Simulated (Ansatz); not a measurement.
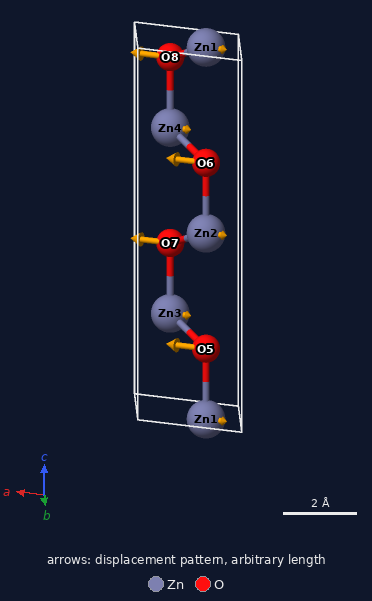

One vibrational mode of crystalline ZnO at the zone centre of a doubled cell. Displacements are drawn as orange arrows; their common scale and sign are arbitrary. The picture is a ball-and-stick view of the cell of the calculation, seen from a free direction.

All numbers below come from Ansatz, DFT PBE, scalar-relativistic, plane waves, PAW. (plane-wave cutoff 420 eV; k-point mesh 12 × 12 × 4; occupations gaussian; smearing width 0.05 eV; no spin polarisation)

Frequencies are those without the non-analytic (LO–TO) term.

Question: What mode is this, and where does it lie in the spectrum?

Answer: This is a doubly degenerate mode (one member of the set is drawn) at 364 cm⁻¹, level 6 of 10, counted from below (the three translations aside). The O sublattice moves against the Zn sublattice, along a of the drawn cell; it stretches the shortest O–Zn bonds (2.00 Å); the kinetic energy is shared as O 80 %, Zn 20 %. It repeats in both halves of the doubled cell: it is a zone-centre mode of the crystal.
